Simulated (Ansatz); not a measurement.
## Mo: 5 runs along one coordinate

System: Mo (1 atom in the cell).
Method: DFT PBEsol, scalar-relativistic, plane waves, PAW, no spin polarisation (Ansatz 0.2.0).

The 5 runs differ only in the geometry, by a strain of the cell at fixed fractional positions. Against run 3, the strain is εxx = η and εyy = η. The structure derives from an entry of the Crystallography Open Database.

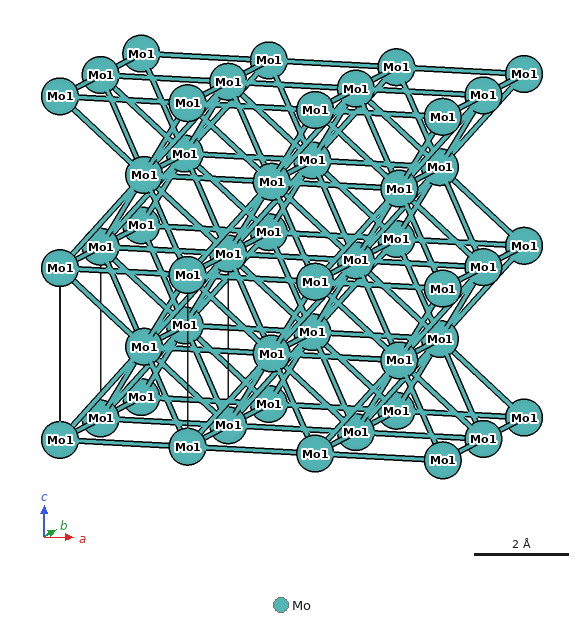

Figure 1. The structure of run 3 (ball-and-stick view of the cell 2 times as large as that of the calculation, set on its symmetry axes, repeated 3 × 2 × 2, seen slightly off an axis; atoms are numbered from 1 in the order of the input).

## Input of run 3
```yaml
crystal:
  lattice:
    - [0.0, 2.015, 1.8538]
    - [2.015, 0.0, 1.8538]
    - [2.015, 2.015, 0.0]
  atoms:
    - { symbol: Mo, position: [0.0, 0.0, 0.0] }
basis:
  ecutwfc: 420
kpoints:
  mp_grid: { grid: [20, 20, 20] }
hamiltonian:
  xc: pbesol
scf:
  occupations: { method: gaussian, width: 0.15 }
output:
  forces: true
  stress: true
  eigenvalues: true
```

Run 4 differs from it as follows:
```diff
-    - [0.0, 2.015, 1.8538]
-    - [2.015, 0.0, 1.8538]
-    - [2.015, 2.015, 0.0]
+    - [0.0, 2.0956, 1.8538]
+    - [2.0956, 0.0, 1.8538]
+    - [2.0956, 2.0956, 0.0]
```

## Results, with one run withheld

| run | strain parameter η (%) | free energy per atom, from the lowest run given (meV) | pressure (GPa) |
| --- | --- | --- | --- |
| 1 | −8.0000 | 591.63 | 75.05 |
| 2 | −4.0000 | 195.73 | 36.46 |
| 3 | 0.0000 | 0.00 | 8.82 |
| 4 | 4.0000 | ? | ? |
| 5 | 8.0000 | 52.40 | −25.64 |

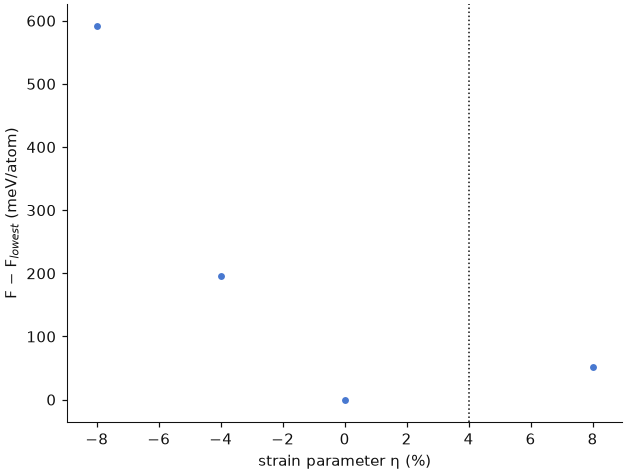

Figure 2. Free energy per atom of the runs given; the dotted line marks run 4.

Fit the runs given and predict run 4.

A quadratic polynomial in the coordinate, fitted to the 4 runs given, misses them by at most 11.39 meV per atom. With x = η + 1.0000, it reads F = 29.944 − 43.631 x + 5.1427 x² (meV per atom). At run 4 it gives −59.64 meV per atom, and the run itself gives −37.10. The fit has its minimum at η = 3.2420 %. So low a polynomial doesn't follow these energies more closely.

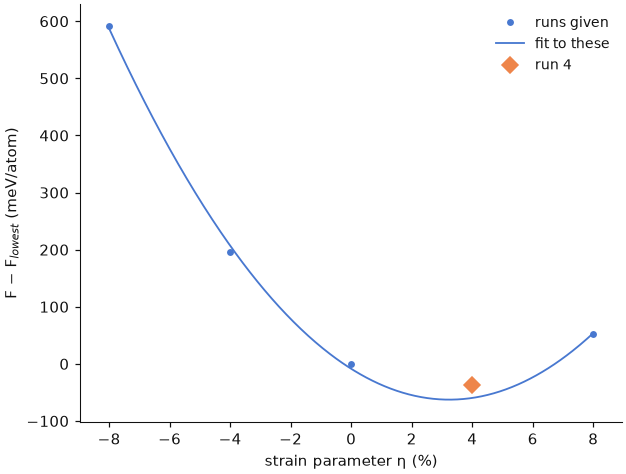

Figure 3. The fit and the withheld run.

## Output, shortened to warnings, some set-up lines, iterations and results (run 4)
```
Basis set: ecut = 420 eV, 307 PW (Γ), exchange–correlation on 40×40×40 points (8 copies of the dense FFT grid, shifted against one another)
Symmetry: 16 space group operations
k-points: 641 of 8000
Initial density: superposition of atomic densities (neutral atoms: chi_scale 0, normalization atom), corrected by the library's trained network
[...]
SCF iter   1: F=—  HF=-4897.116029 eV  |F-HF|=—  |Δ(HF+E_count)|=         —  Δρ=6.20e-3  dr2=3.76e-3  ethr=1.77e-3  ⟨swp⟩=4.9  Hψ=39589  notcnv=0
SCF iter   2: F=—  HF=-4897.114617 eV  |F-HF|=—  |Δ(HF+E_count)|=   1.41e-3  Δρ=1.86e-3  dr2=2.10e-4  ethr=2.69e-5  ⟨swp⟩=2.4  Hψ=15844  notcnv=0
SCF iter   3: F=—  HF=-4897.114600 eV  |F-HF|=—  |Δ(HF+E_count)|=   1.71e-5  Δρ=5.74e-4  dr2=1.26e-5  ethr=1.50e-6  ⟨swp⟩=2.1  Hψ=11528  notcnv=0
SCF iter   4: F=—  HF=-4897.114606 eV  |F-HF|=—  |Δ(HF+E_count)|=   5.32e-6  Δρ=1.72e-4  dr2=1.05e-6  ethr=9.02e-8  ⟨swp⟩=2.2  Hψ=8566  notcnv=0
SCF iter   5: F=-4897.114606 eV  HF=-4897.114606 eV  |F-HF|=5.69e-9  |Δ(HF+E_count)|=   8.22e-7  Δρ=1.14e-5  dr2=5.76e-9  ethr=7.51e-9  ⟨swp⟩=2.1  Hψ=11028  notcnv=0
SCF iter   6: F=-4897.114606 eV  HF=-4897.114606 eV  |F-HF|=4.37e-11  |Δ(HF+E_count)|=   5.88e-9  Δρ=1.37e-6  dr2=1.25e-10  ethr=4.11e-11  ⟨swp⟩=2.2  Hψ=22213  notcnv=0
SCF 1 converged in 6 iterations: F = -4897.114606 eV  dr2 = 1.25e-10
SCF converged after 6 iterations
Free energy (F): -4897.114606 eV
Harris-Foulkes:  -4897.114606 eV  (|F-HF|=4.37e-11)
Internal energy: -4897.100205 eV  (E = F + TS)
E sigma→0 (E₀):  -4897.107406 eV
Entropy (-TS):   -0.014401 eV (-14.401 meV/atom)
Fermi energy:    19.799453 eV
--- Per-component energies (eV) ---
  E_band       = -68.405862
  E_kinetic    = 439.479454
  E_local      = -816.092220  (includes V_loc(G=0)·N_el)
  E_nonlocal   = 144.643089
  E_hartree    = 268.093502
  E_xc         = -181.763417
  E_vxc        = -227.620923  (∫ρ·V_xc dr)
  E_paw        = -3143.708565  (= ΣΔE_a)
  E_vpaw       = -145.002549  (= ΣTr[D̂ρ^β])
  E_aug_tail   = 0.000037  (compensation charges beyond the density's cutoff)
  E_ewald      = -1607.961384
  E_core_change = 0.209299  (= ΣΔE_core)
  E_smearing   = -0.014401  (= −TS)
  E_closure    = -0.000000  (closes the sum)
  Σ components = -4897.114606   (vs F -4897.114606, Δ=0.00e0)
--- Forces (eV/Å), atoms counted from 1 ---
  atom   1  Mo     0.00000000     0.00000000     0.00000000
  max |Σ_I F_I| component: 6.16e-33 eV/Å
--- Stress (GPa, compression-positive) ---
       -3.795953       0.000000       0.000000
        0.000000      -3.795953      -0.000000
        0.000000       0.000000     -25.979537
  P = ⅓ Tr σ = -11.1905 GPa (-111.905 kbar)
```
